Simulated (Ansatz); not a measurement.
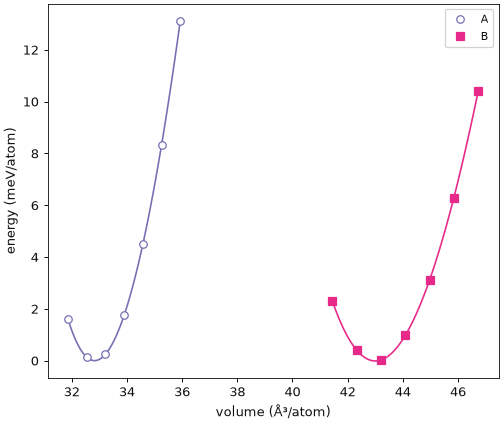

The figure compares two calculations of the energy against volume, each curve from its own zero. The first is for NaI, space group Fm-3m (No. 225).

The cell holds 2 atoms.

Computed with Ansatz 0.2.0: all-electron LAPW DFT, no spin polarisation; energies at scaled volumes of the given cell, shape and fractions fixed, counted from the fit's minimum, third-order Birch-Murnaghan fit. Level: PBEsol.

- k mesh: 7×7×7
- occupations: Fermi–Dirac
- smearing width: 0.05 eV
- potentials: all electron LAPW, scalar relativistic
- program settings: basis error eV/atom 0.001

In the second, Na is replaced by K on all its sites, which gives KI in the same structure.

Q: Which of A and B is the second calculation, and what did the change do?

A: B. The equilibrium volume rises from 32.83 to 43.01 Å³/atom (+31 %) and the bulk modulus falls from 17.1 to 12.2 GPa (−29 %).

V0 and the bulk modulus come from third-order Birch–Murnaghan fits.
